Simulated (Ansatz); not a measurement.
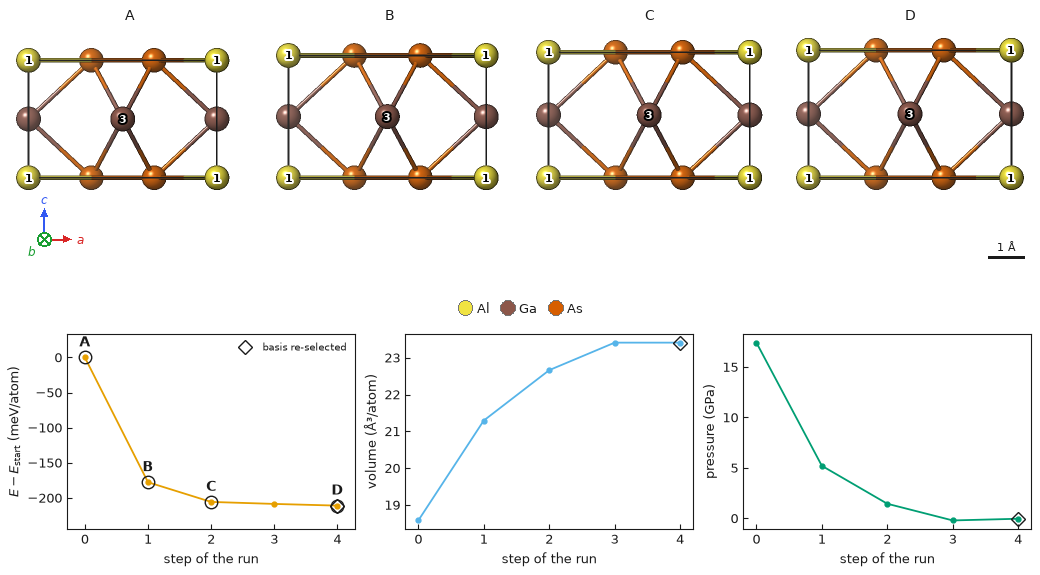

Frames of a relaxation of solid AlGa3As2 (a generated structure, set up in P6/mmm) (coarse preliminary run), marked on the history of the run. A ball-and-stick model of the cell of the calculation, seen along the b axis.

Method: DFT PBE, scalar-relativistic, plane waves, PAW (Ansatz 0.2.0).

Input file:
```yaml
crystal:
  lattice:
    - [6.20083905, 0.0, 0.0]
    - [-3.10041953, 5.37008414, 0.0]
    - [0.0, 0.0, 3.34780653]
  atoms:
    - { symbol: Al, position: [0.0, 0.0, 0.0] }
    - { symbol: Ga, position: [0.5, 0.5, 0.5] }
    - { symbol: Ga, position: [0.5, 0.0, 0.5] }
    - { symbol: Ga, position: [0.0, 0.5, 0.5] }
    - { symbol: As, position: [0.66666667, 0.33333333, 0.0] }
    - { symbol: As, position: [0.33333333, 0.66666667, 0.0] }
basis:
  ecutwfc: 420
kpoints:
  mp_grid: { grid: [3, 3, 6] }
hamiltonian:
  xc: pbe
scf:
  occupations: { method: gaussian, width: 0.1 }
  lower_state_search: "off"
output:
  forces: true
  stress: true
  eigenvalues: true
relax:
  adjacent_minimum: "off"
  f_tol: 0.04
  max_steps: 70
  cell: { stress_tol: 0.4 }
```

Command:
```bash
ansatz run input.yaml --threads 1 --pin off --max-ram 2560MiB --backend cpu --events-out ev --progress --plain --runs-dir out
```

### Describe the path.

The energy falls by 211 meV per atom in 3 accepted moves (4 points after the start). All forces vanish by symmetry, so only the cell relaxes. The pressure goes from 17.42 to −0.04 GPa. At 1 point the geometry stayed and the basis and grid were re-selected for the new cell (energy shift of 2.4 meV per atom at most each time). The atoms keep their places relative to the cell (all moves are under 0.005 Å). The volume changes by +26.0 %, with a = b 6.201 → 6.680 Å (+7.7 %), c 3.348 → 3.635 Å (+8.6 %). Near-neighbour distances that change, for instance: Al1–As5 3.580 → 3.856 Å, Ga2–As5 2.451 → 2.650 Å. The space group stays P6/mmm (No. 191). From step 0 to 1: volume +14.6 %, energy −178 meV per atom. From step 1 to 2: volume +6.4 %, energy −28.1 meV per atom. From step 2 to 4: volume +3.3 %, energy −5.3 meV per atom.
